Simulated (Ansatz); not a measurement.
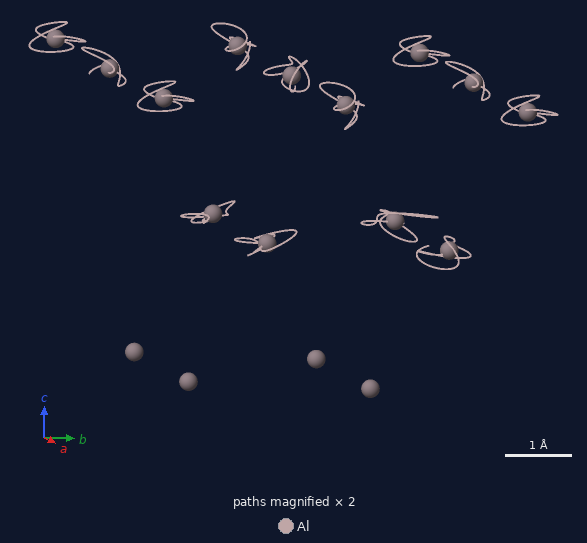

A Born-Oppenheimer molecular dynamics run of a slab of Al(111) (12 atoms in the cell), 450 fs long. Lines trace each atom's path, in the colour of its element; spheres stand at the starting positions. The excursions are magnified 2 times. Fixed atoms have no trace. Seen slightly off an axis in the simulation cell, with the vacuum cut short.

Method: Ansatz 0.2.0, DFT PBE-D3(BJ), scalar-relativistic, plane waves, PAW. Set-up: plane-wave cutoff 420 eV; k-point mesh 3 × 3 × 1; Fermi-Dirac smearing 0.1 eV; 4 atoms held fixed; constant energy (NVE); velocities drawn for 600 K; time step 3 fs.

Q: Describe the motion.

A: Root-mean-square distances from the starting positions over the second half, with the common drift of all atoms taken out: Al 0.17 Å. That is small against the typical shortest distance between atoms in the first frame, about 2.9 Å: the atoms vibrate about their sites and the arrangement holds. Over the second half the temperature averages 307 K (spread ±74 K). The first frame carries almost no forces, so kinetic energy first flows into potential energy: the temperature drops from 600 to 134 K within 33 fs, and without a thermostat its mean stays below the start. The potential energy in the second half lies on average 25.4 meV per atom above the first frame. The total energy stays between 0 and 0.18 meV per atom of its start. A straight-line fit has a slope that amounts to −0.0022 meV per atom over 450 fs (under 0.1 % of the mean kinetic energy), and the ripple about it is 0.5 % of the kinetic energy's fluctuation. With a drift under 2 % and a ripple under 7 %, the integration is accurate.

Cost: 6.4 min on 1 thread of Intel(R) Xeon(R) Platinum 8488C (Sapphire Rapids), on a shared host, peak memory 0.63 GiB.
